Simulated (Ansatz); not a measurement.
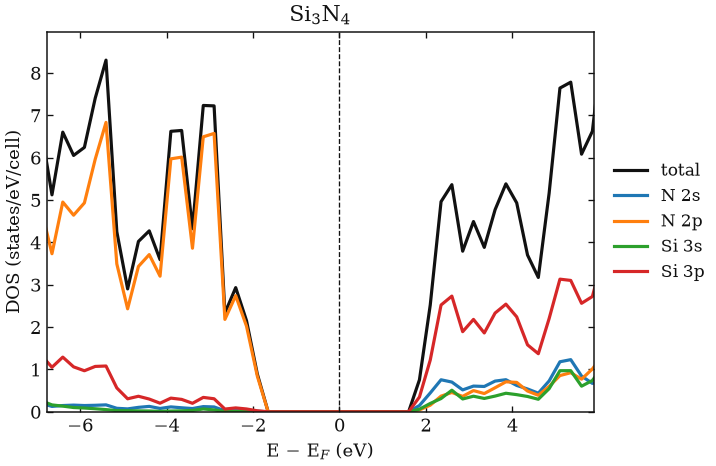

Describe the figure.

Density of states of Si₃N₄, space group P6_3/m (No. 176), 14 atoms in the cell, a database entry, rescaled. Ansatz 0.2.0; DFT with LDA, PAW plane waves, no spin polarisation, 4×4×9 k mesh, 420 eV cutoff. Energies are counted from the Fermi level. The partial curves are projected on Löwdin-orthogonalised atomic shells.

There is a gap; over the k points computed it is 3.62 eV. By projected weight, the top eV of the valence band is N 2p almost alone; the bottom eV of the conduction band is Si 3p (60 %) and N 2s (20 %).

The atoms aren't at rest in this cell (largest force 9.8 eV/Å), so the relaxed material can differ. The cell is at 11 GPa in this functional.
